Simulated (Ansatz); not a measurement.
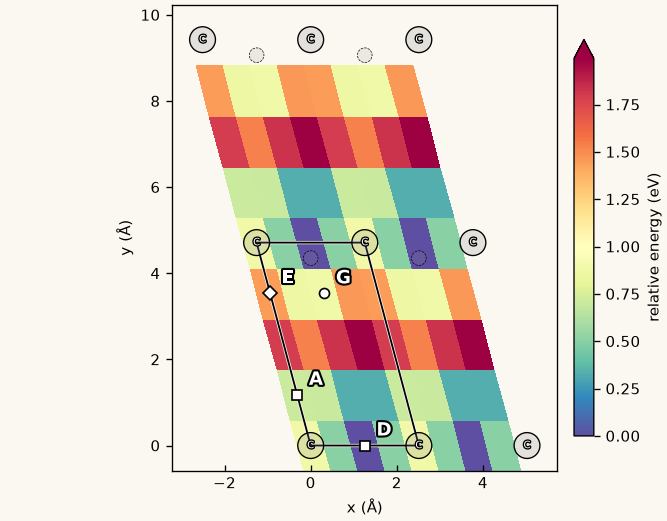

Si on a C(101) slab cut from the P6_3/mmc phase, its upper half relaxed before the scan (20 atoms of substrate and one adsorbate in a 2 × 1 cell). Si is moved over the surface cell; relaxed at each place: the height of the adsorbate's atoms; substrate rigid; the origin of the map has the adsorbate above C19. Places are given modulo a cell vector. The map is drawn in real space over the plane of the surface. The grid has 4 × 4 points. Places are given in fractions of the 1 × 1 surface cell. Energies: eV, counted from the lowest grid point. Level of theory: Ansatz 0.2.0, DFT PBE, scalar-relativistic, plane waves, PAW. Settings: cutoff 420 eV, k-mesh 6×6×1, gaussian smearing 0.05 eV, spin-polarised.

Drawn: one coloured cell a grid point, labelled circles for the atoms of the top layer and small ones for the second layer, the outline of one cell of the 2 × 2 shown, one colour for all values above the top of the scale, lettered points.

> Is A the lowest point of the computed grid?

No. A lies 0.70 eV above the lowest grid point, which is at a bridge site between two C atoms, (2/4, 0/4) of the cell vectors.

> Rank the lettered points by energy, lowest first.

D (0.00 eV), A (0.70 eV), G (0.87 eV), E (1.45 eV).

PAW datasets: the set soft_1.
